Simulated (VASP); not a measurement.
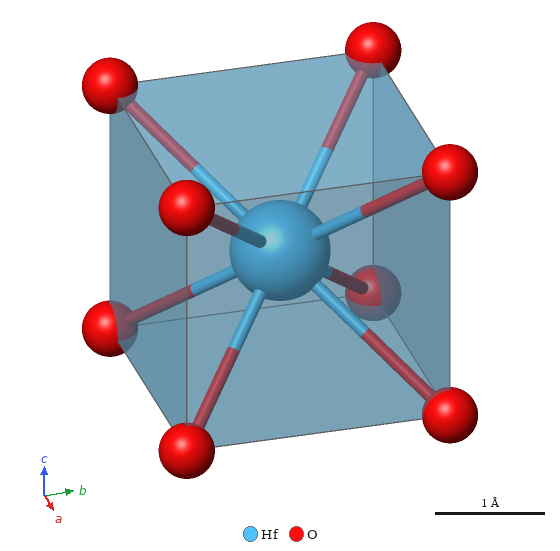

Coordination of Hf in HfO2 (Fm-3m). The shape measure S (0 to 100) is the computed least-squares distance from an ideal polyhedron; S = 0 means ideal. Source: the end point of a relaxation with VASP 6.6.1, VASP Kohn-Sham DFT of a periodic cell, PBE with D3(BJ), VASP PAW PBE potentials, recommended.

What geometry does the central atom have?

Answer. HfO8: an essentially ideal cube (coordination number 8, S = 0.00; next best hexagonal bipyramid, S = 8.4).

Does the central atom sit at the centroid of its ligands?

Answer. Yes, to within 0.01 Å; the site symmetry is m-3m.

How long are the bonds?

Answer. 8 × Hf–O 2.19 Å. The next neighbour, not counted, lies at 3.57 Å.
